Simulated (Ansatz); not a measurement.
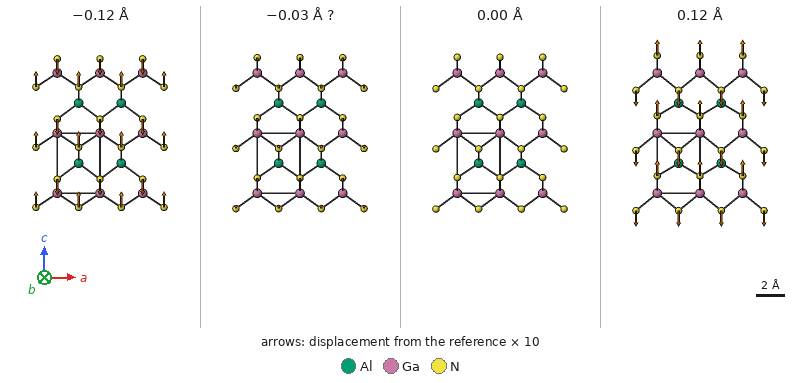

A scan of a crystal of AlGaN₂ (P-4m2): a normal mode at the zone centre is frozen in with the cell fixed, the amplitude being the largest displacement of an atom. A ball-and-stick model of the cell of the calculation, repeated 2 × 2 × 2 with one cell outlined, seen along the b axis. Orange arrows: displacements from the reference.

Method: DFT r2SCAN, scalar-relativistic, plane waves, PAW (Ansatz). Settings: plane-wave cutoff 500 eV; k-point mesh 8 × 8 × 6; occupations gaussian; smearing width 0.05 eV; no spin polarisation. Energies (free energies at the smearing named) are counted from the cell as listed in its source, which wasn't relaxed.

```
largest displacement (Å)  energy change (meV/cell)
                  −0.120                       350
                  −0.090                       193
                  −0.060                        82
                  −0.030                         ?
                   0.000                         0
                   0.030                        29
                   0.060                       103
                   0.090                       223
                   0.105                       299
                   0.120                       386
```

### Fill in the missing row.

A straight line between the two neighbours gives 41 meV/cell. A cubic through the four nearest rows (−0.090, −0.060, 0.000, 0.030) gives, with Lagrange weights, (−0.1667)(193) + (0.6667)(82) + (0.6667)(0) + (−0.1667)(29) = 18 meV/cell. The calculation gives 18 meV/cell, so the cubic is right to the digits shown and the straight line 23 meV/cell too high, as the curve bends upwards here.

The whole profile:

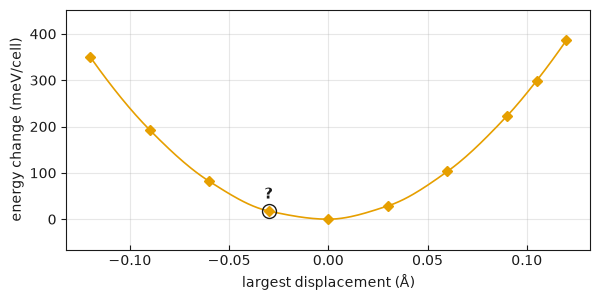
